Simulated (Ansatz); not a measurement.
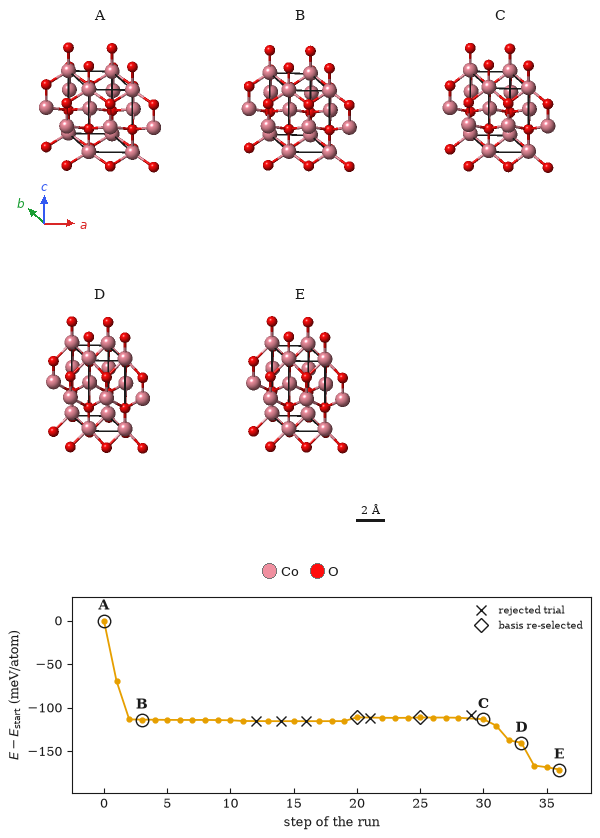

Frames of a relaxation of a crystal of CoO (set up in P3m1), marked on the history of the run. Style: ball-and-stick. Shown: the cell of the calculation, from a free direction.

Case: relaxed functional: LDA.

All numbers below come from DFT LDA, scalar-relativistic, plane waves, PAW (Ansatz 0.2.0). Settings: plane-wave cutoff 420 eV; k-point mesh 12 × 12 × 6; occupations gaussian; smearing width 0.02 eV; collinear spin; cell and atoms relaxed; force threshold 0.01 eV/Å; at most 60 steps.

Question: What happens along the run?

Answer: The run was cut off at its time limit before the relaxation converged, so the last structure is only a point on the way. The largest moves relative to the cell, 0.18 Å, are those of Co and O atoms. Largest moves by element: O 0.18 Å, Co 0.18 Å. Cell: a = b 3.198 → 2.649 Å (−17.2 %), c 5.229 → 5.861 Å (+12.1 %). Volume −23.1 %. Among the contacts that change: Co–O 1.925 → 1.805 Å, Co–O 1.971 → 1.892 Å. Among the angles between lasting bonds that change: O–Co–O 108.4° → 88.0°, Co–O–Co 108.4° → 88.0°, Co–O–Co 108.5° → 88.9°. Within 0.06 Å the space group is P6_3mc at the start and P6_3mc at the end; at a tighter tolerance small leftover displacements or strains of the cell lower it. After 29 accepted moves (36 points after the start) the energy has fallen by 171 meV per atom. Largest force component: 0.07 eV/Å at the start, 0.16 eV/Å at the end. The pressure goes from −17.99 to 1.18 GPa. The line search rejected the trial steps at points 12, 14, 16, 21, 29 of the run. At 2 points the geometry stayed and the basis and grid were re-selected for the new cell (energy shift of 4.4 meV per atom at most each time). The program noted that the starting moments weren't kept. From step 0 to 3: Co and O atoms move most (0.02 Å), volume −14.3 %, energy −114 meV per atom. From step 3 to 30: Co and O atoms move most (0.07 Å), volume −1.5 %, energy +0.5 meV per atom. From step 30 to 33: Co and O atoms move most (0.20 Å), volume −7.9 %, energy −27.2 meV per atom. From step 33 to 36: Co and O atoms move most (0.06 Å), volume −1.1 %, energy −30.7 meV per atom.

```json
{"step": "0", "E − E(0), meV/atom": "0.00", "largest force component, eV/Å": "0.0700", "pressure, GPa": "-17.99", "volume, Å³/atom": "11.575", "note": ""}
{"step": "1", "E − E(0), meV/atom": "-69.57", "largest force component, eV/Å": "0.0195", "pressure, GPa": "-11.60", "volume, Å³/atom": "10.890", "note": ""}
{"step": "2", "E − E(0), meV/atom": "-113.51", "largest force component, eV/Å": "0.1195", "pressure, GPa": "1.82", "volume, Å³/atom": "9.823", "note": ""}
{"step": "3", "E − E(0), meV/atom": "-113.80", "largest force component, eV/Å": "0.0238", "pressure, GPa": "-0.23", "volume, Å³/atom": "9.924", "note": ""}
{"step": "4", "E − E(0), meV/atom": "-113.91", "largest force component, eV/Å": "0.0219", "pressure, GPa": "-0.05", "volume, Å³/atom": "9.909", "note": ""}
{"step": "5", "E − E(0), meV/atom": "-114.08", "largest force component, eV/Å": "0.1285", "pressure, GPa": "0.15", "volume, Å³/atom": "9.903", "note": ""}
{"step": "6", "E − E(0), meV/atom": "-114.16", "largest force component, eV/Å": "0.1308", "pressure, GPa": "0.35", "volume, Å³/atom": "9.893", "note": ""}
{"step": "7", "E − E(0), meV/atom": "-114.20", "largest force component, eV/Å": "0.1207", "pressure, GPa": "0.32", "volume, Å³/atom": "9.899", "note": ""}
{"step": "8", "E − E(0), meV/atom": "-114.13", "largest force component, eV/Å": "0.0581", "pressure, GPa": "-0.22", "volume, Å³/atom": "9.958", "note": ""}
{"step": "9", "E − E(0), meV/atom": "-114.32", "largest force component, eV/Å": "0.0741", "pressure, GPa": "-0.06", "volume, Å³/atom": "9.943", "note": ""}
{"step": "10", "E − E(0), meV/atom": "-114.54", "largest force component, eV/Å": "0.0745", "pressure, GPa": "0.08", "volume, Å³/atom": "9.931", "note": ""}
{"step": "11", "E − E(0), meV/atom": "-115.35", "largest force component, eV/Å": "0.0526", "pressure, GPa": "-0.47", "volume, Å³/atom": "9.910", "note": ""}
{"step": "13", "E − E(0), meV/atom": "-115.56", "largest force component, eV/Å": "0.0128", "pressure, GPa": "0.06", "volume, Å³/atom": "9.882", "note": ""}
{"step": "14", "E − E(0), meV/atom": "-115.43", "largest force component, eV/Å": "0.0392", "pressure, GPa": "-0.15", "volume, Å³/atom": "9.897", "note": "rejected"}
{"step": "15", "E − E(0), meV/atom": "-115.56", "largest force component, eV/Å": "0.0189", "pressure, GPa": "-0.03", "volume, Å³/atom": "9.885", "note": ""}
{"step": "17", "E − E(0), meV/atom": "-115.56", "largest force component, eV/Å": "0.0111", "pressure, GPa": "-0.01", "volume, Å³/atom": "9.889", "note": ""}
{"step": "18", "E − E(0), meV/atom": "-115.53", "largest force component, eV/Å": "0.0163", "pressure, GPa": "-0.03", "volume, Å³/atom": "9.893", "note": ""}
{"step": "20", "E − E(0), meV/atom": "-111.10", "largest force component, eV/Å": "0.0067", "pressure, GPa": "-0.74", "volume, Å³/atom": "9.897", "note": "same geometry, new basis"}
{"step": "21", "E − E(0), meV/atom": "-111.72", "largest force component, eV/Å": "0.1193", "pressure, GPa": "1.77", "volume, Å³/atom": "9.727", "note": "rejected"}
{"step": "22", "E − E(0), meV/atom": "-111.69", "largest force component, eV/Å": "0.0620", "pressure, GPa": "0.17", "volume, Å³/atom": "9.826", "note": ""}
{"step": "24", "E − E(0), meV/atom": "-111.74", "largest force component, eV/Å": "0.0037", "pressure, GPa": "0.00", "volume, Å³/atom": "9.831", "note": ""}
{"step": "25", "E − E(0), meV/atom": "-111.35", "largest force component, eV/Å": "0.0036", "pressure, GPa": "-0.05", "volume, Å³/atom": "9.831", "note": "same geometry, new basis"}
{"step": "26", "E − E(0), meV/atom": "-111.42", "largest force component, eV/Å": "0.0055", "pressure, GPa": "0.01", "volume, Å³/atom": "9.821", "note": ""}
{"step": "28", "E − E(0), meV/atom": "-111.64", "largest force component, eV/Å": "0.1012", "pressure, GPa": "0.19", "volume, Å³/atom": "9.810", "note": ""}
{"step": "29", "E − E(0), meV/atom": "-108.58", "largest force component, eV/Å": "1.2453", "pressure, GPa": "-1.37", "volume, Å³/atom": "9.636", "note": "rejected"}
{"step": "31", "E − E(0), meV/atom": "-120.64", "largest force component, eV/Å": "0.0917", "pressure, GPa": "0.76", "volume, Å³/atom": "9.568", "note": ""}
{"step": "32", "E − E(0), meV/atom": "-137.45", "largest force component, eV/Å": "0.6692", "pressure, GPa": "-1.76", "volume, Å³/atom": "9.489", "note": ""}
{"step": "33", "E − E(0), meV/atom": "-140.44", "largest force component, eV/Å": "1.9271", "pressure, GPa": "-1.11", "volume, Å³/atom": "9.006", "note": ""}
{"step": "35", "E − E(0), meV/atom": "-168.44", "largest force component, eV/Å": "0.2829", "pressure, GPa": "-3.45", "volume, Å³/atom": "9.125", "note": ""}
{"step": "36", "E − E(0), meV/atom": "-171.10", "largest force component, eV/Å": "0.1612", "pressure, GPa": "1.18", "volume, Å³/atom": "8.904", "note": ""}
```
